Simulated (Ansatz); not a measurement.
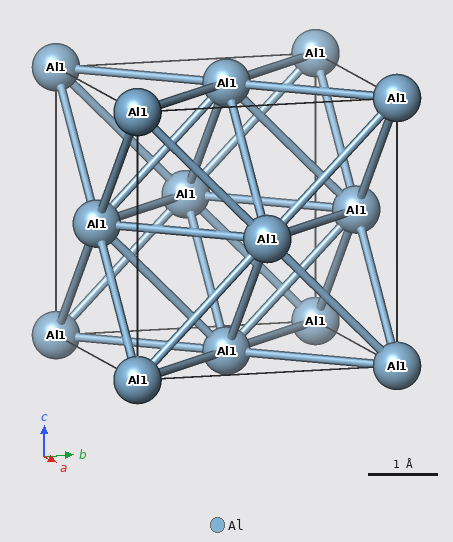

The structure (ball-and-stick view of the cell 4 times as large as that of the calculation, set on its symmetry axes, seen slightly off an axis; atoms are numbered from 1 in the order of the input). An atom can appear more than once, as a periodic image.

## Two runs on Al

System: Al (Fm-3m, 1 atom in the cell).
Method of run 1: DFT PBEsol+D3(BJ), scalar-relativistic, plane waves, PAW, no spin polarisation (Ansatz 0.2.0).

The structure derives from an entry of the Crystallography Open Database. Text and figures count atoms from 1; the logs count them from 0 in places.

### The input, run 1
```yaml
crystal:
  lattice:
    - [0.0, 1.981277614, 1.981277614]
    - [1.981277614, 0.0, 1.981277614]
    - [1.981277614, 1.981277614, 0.0]
  atoms:
    - { symbol: Al, position: [0.0, 0.0, 0.0] }
basis:
  ecutwfc: 420
kpoints:
  mp_grid: { grid: [28, 28, 28] }
hamiltonian:
  xc: pbesol
  dispersion: d3bj
scf:
  occupations: { method: gaussian, width: 0.15 }
output:
  forces: true
  stress: true
  eigenvalues: true
```

Launched with:
```bash
ansatz run input.yaml --threads 1 --pin off --max-ram 2560MiB --backend cpu --events-out ev --progress --plain --runs-dir out
```

Hardware: 1 thread of Intel Xeon (Granite Rapids), 32 GiB of memory available, shared host.

### Output, shortened to warnings, some set-up lines, iterations and results (run 1)
```
Basis set: ecut = 420 eV, 307 PW (Γ), exchange–correlation on 40×40×40 points (8 copies of the dense FFT grid, shifted against one another)
Symmetry: 48 space group operations
k-points: 624 of 21952
Initial density: superposition of atomic densities (neutral atoms: chi_scale 0, normalization atom), corrected by the library's trained network
[...]
SCF iter   1: F=—  HF=-524.880577 eV  |F-HF|=—  |Δ(HF+E_count)|=         —  Δρ=8.12e-4  dr2=5.22e-5  ethr=1.77e-3  ⟨swp⟩=4.8  Hψ=31660  notcnv=0
SCF iter   2: F=—  HF=-524.880589 eV  |F-HF|=—  |Δ(HF+E_count)|=   1.21e-5  Δρ=4.00e-4  dr2=1.18e-5  ethr=1.74e-6  ⟨swp⟩=1.6  Hψ=9206  notcnv=0
SCF iter   3: F=-524.880593 eV  HF=-524.880593 eV  |F-HF|=3.71e-9  |Δ(HF+E_count)|=   3.77e-6  Δρ=1.39e-5  dr2=1.76e-8  ethr=3.93e-7  ⟨swp⟩=1.0  Hψ=3473  notcnv=0
SCF iter   4: F=-524.880593 eV  HF=-524.880593 eV  |F-HF|=9.29e-11  |Δ(HF+E_count)|=  5.57e-11  Δρ=3.77e-6  dr2=1.65e-9  ethr=5.88e-10  ⟨swp⟩=1.8  Hψ=4118  notcnv=0
SCF iter   5: F=-524.880593 eV  HF=-524.880593 eV  |F-HF|=1.82e-12  |Δ(HF+E_count)|=  5.00e-11  Δρ=1.79e-7  dr2=4.74e-12  ethr=5.49e-11  ⟨swp⟩=1.0  Hψ=3471  notcnv=0
SCF iter   6: F=-524.880593 eV  HF=-524.880593 eV  |F-HF|=0.00e0  |Δ(HF+E_count)|=  1.48e-12  Δρ=6.38e-8  dr2=6.80e-13  ethr=1.00e-12  ⟨swp⟩=2.0  Hψ=12227  notcnv=0
SCF 1 converged in 6 iterations: F = -524.880593 eV  dr2 = 6.80e-13
SCF converged after 6 iterations
Free energy (F): -524.880593 eV
Harris-Foulkes:  -524.880593 eV  (|F-HF|=0.00e0)
Internal energy: -524.875886 eV  (E = F + TS)
E sigma→0 (E₀):  -524.878240 eV
Entropy (-TS):   -0.004706 eV (-4.706 meV/atom)
Fermi energy:    8.513566 eV
--- Per-component energies (eV) ---
  E_band       = 11.776452
  E_kinetic    = 23.753066
  E_local      = 10.671947  (includes V_loc(G=0)·N_el)
  E_nonlocal   = 10.485141
  E_hartree    = 0.116686
  E_xc         = -39.796500
  E_vxc        = -29.661547  (∫ρ·V_xc dr)
  E_paw        = -454.813416  (= ΣΔE_a)
  E_vpaw       = -3.705525  (= ΣTr[D̂ρ^β])
  E_aug_tail   = -0.000002  (compensation charges beyond the density's cutoff)
  E_ewald      = -74.974790
  E_disp       = -0.337157  (pairwise vdW)
  E_core_change = 0.019139  (= ΣΔE_core)
  E_smearing   = -0.004706  (= −TS)
  E_closure    = 0.000000  (closes the sum)
  Σ components = -524.880593   (vs F -524.880593, Δ=0.00e0)
--- Forces (eV/Å), atoms counted from 1 ---
  atom   1  Al    -0.00000000    -0.00000000     0.00000000
  max |Σ_I F_I| component: 4.62e-33 eV/Å
--- Stress (GPa, compression-positive) ---
       -0.002572      -0.000000       0.000000
        0.000000      -0.002572       0.000000
        0.000000      -0.000000      -0.002572
  P = ⅓ Tr σ = -0.0026 GPa (-0.026 kbar)
```

For run 2 the input was changed thus:
```diff
-  mp_grid: { grid: [28, 28, 28] }
+  mp_grid: { grid: [26, 26, 26] }
+  write_density: true
+  write_potential: true
+  elf: true
+  volumetric_format: npy
```

What does this change do to the results?

The free energy of run 2 is 1.5 meV per atom lower, which measures how much it depends on this numerical setting. The number of SCF iterations is the same. The irreducible k-points go from 624 to 511.

### Output, shortened to warnings, some set-up lines, iterations and results (run 2)
```
Basis set: ecut = 420 eV, 307 PW (Γ), exchange–correlation on 40×40×40 points (8 copies of the dense FFT grid, shifted against one another)
Symmetry: 48 space group operations
k-points: 511 of 17576
Initial density: superposition of atomic densities (neutral atoms: chi_scale 0, normalization atom), corrected by the library's trained network
[...]
SCF iter   1: F=—  HF=-524.882046 eV  |F-HF|=—  |Δ(HF+E_count)|=         —  Δρ=8.25e-4  dr2=5.62e-5  ethr=1.77e-3  ⟨swp⟩=4.8  Hψ=25962  notcnv=0
SCF iter   2: F=—  HF=-524.882057 eV  |F-HF|=—  |Δ(HF+E_count)|=   1.05e-5  Δρ=4.04e-4  dr2=1.25e-5  ethr=1.87e-6  ⟨swp⟩=1.6  Hψ=7526  notcnv=0
SCF iter   3: F=-524.882060 eV  HF=-524.882060 eV  |F-HF|=6.09e-9  |Δ(HF+E_count)|=   3.27e-6  Δρ=1.45e-5  dr2=1.68e-8  ethr=4.16e-7  ⟨swp⟩=1.0  Hψ=2844  notcnv=0
SCF iter   4: F=-524.882060 eV  HF=-524.882060 eV  |F-HF|=1.01e-11  |Δ(HF+E_count)|=   2.16e-9  Δρ=3.46e-6  dr2=1.32e-9  ethr=5.62e-10  ⟨swp⟩=1.9  Hψ=3505  notcnv=0
SCF iter   5: F=-524.882060 eV  HF=-524.882060 eV  |F-HF|=9.09e-13  |Δ(HF+E_count)|=  1.80e-11  Δρ=1.37e-7  dr2=2.40e-12  ethr=4.40e-11  ⟨swp⟩=1.0  Hψ=2842  notcnv=0
SCF iter   6: F=-524.882060 eV  HF=-524.882060 eV  |F-HF|=2.27e-13  |Δ(HF+E_count)|=  5.68e-13  Δρ=4.58e-8  dr2=3.49e-13  ethr=1.00e-12  ⟨swp⟩=4.0  Hψ=11535  notcnv=0
SCF 1 converged in 6 iterations: F = -524.882060 eV  dr2 = 3.49e-13
SCF converged after 6 iterations
Free energy (F): -524.882060 eV
Harris-Foulkes:  -524.882060 eV  (|F-HF|=2.27e-13)
Internal energy: -524.877970 eV  (E = F + TS)
E sigma→0 (E₀):  -524.880015 eV
Entropy (-TS):   -0.004090 eV (-4.090 meV/atom)
Fermi energy:    8.520787 eV
--- Per-component energies (eV) ---
  E_band       = 11.774431
  E_kinetic    = 23.749950
  E_local      = 10.669285  (includes V_loc(G=0)·N_el)
  E_nonlocal   = 10.489952
  E_hartree    = 0.116700
  E_xc         = -39.797060
  E_vxc        = -29.661970  (∫ρ·V_xc dr)
  E_paw        = -454.813987  (= ΣΔE_a)
  E_vpaw       = -3.706184  (= ΣTr[D̂ρ^β])
  E_aug_tail   = -0.000002  (compensation charges beyond the density's cutoff)
  E_ewald      = -74.974790
  E_disp       = -0.337157  (pairwise vdW)
  E_core_change = 0.019139  (= ΣΔE_core)
  E_smearing   = -0.004090  (= −TS)
  E_closure    = 0.000000  (closes the sum)
  Σ components = -524.882060   (vs F -524.882060, Δ=0.00e0)
--- Forces (eV/Å), atoms counted from 1 ---
  atom   1  Al    -0.00000000    -0.00000000     0.00000000
  max |Σ_I F_I| component: 9.24e-33 eV/Å
--- Stress (GPa, compression-positive) ---
        0.030198       0.000000       0.000000
        0.000000       0.030198       0.000000
        0.000000       0.000000       0.030198
  P = ⅓ Tr σ = 0.0302 GPa (0.302 kbar)
```

### The two runs side by side

```tsv
quantity	run 1	run 2
outcome	converged	converged
free energy per atom (eV)	−524.8806	−524.8821
energy per atom, smearing taken to zero (eV)	−524.8782	−524.8800
gap on the mesh (eV)	0.00	0.00
pressure (GPa)	0.00	0.03
largest force (eV/Å)	0.000	0.000
SCF iterations	6	6
irreducible k-points	624	511
plane waves at Γ	307	307
wall time (shared host)	1.6 s	1.9 s
```
